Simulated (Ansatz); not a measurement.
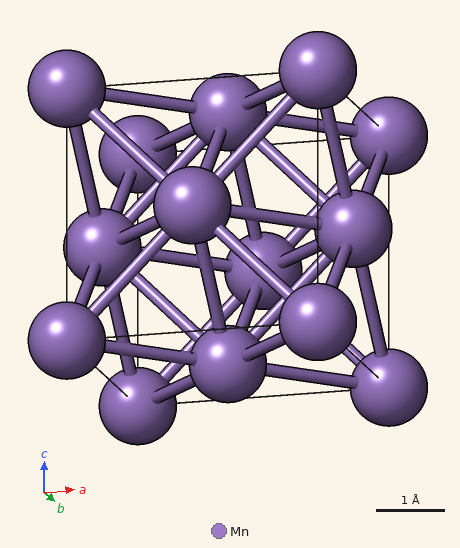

This is a crystal of Mn (set up in Fm-3m). A ball-and-stick model of the conventional cell (4 times the calculation's cell), seen from a free direction. Lengths and directions refer to the drawn axes.

Level of theory: Ansatz 0.2.0, DFT, PBE, all-electron PAW with datasets made for the crystal, scalar-relativistic. (plane-wave cutoff 240 eV; k-point mesh 16 × 16 × 16; occupations fermi dirac; smearing width 0.05 eV; collinear spin)

Change: All lengths are scaled by +1.3 % (volume +4.0 %), the atoms keeping their fractional coordinates. No relaxation follows.

The input:
```yaml
crystal:
  lattice:
    - [0.0, 1.9569173885, 1.9569173885]
    - [1.9569173885, 0.0, 1.9569173885]
    - [1.9569173885, 1.9569173885, 0.0]
  atoms:
    - { symbol: Mn, position: [0.0, 0.0, 0.0], spin: 4.0 }
magnetization:
  spin_polarized: true
kpoints:
  mp_grid: { grid: [16, 16, 16] }
scf:
  occupations: { method: fermi_dirac, width: 0.05 }
hamiltonian:
  xc: pbe
  pseudopotentials: { kind: all_electron, datasets: crystal }
output:
  forces: true
  stress: true
  eigenvalues: true
  efg: { contact_densities: true }
```

Question: What is the effect?

Answer: Among the bonded contacts that change: Mn–Mn 2.732 → 2.767 Å. The space group stays Fm-3m (No. 225). Energy change: +33.0 meV per atom. The pressure goes from −16.2 to −6.1 GPa. All forces vanish by symmetry. The absolute magnetisation per cell goes from 2.70 to 3.42 μB (net moment 2.67 and 3.40 μB).
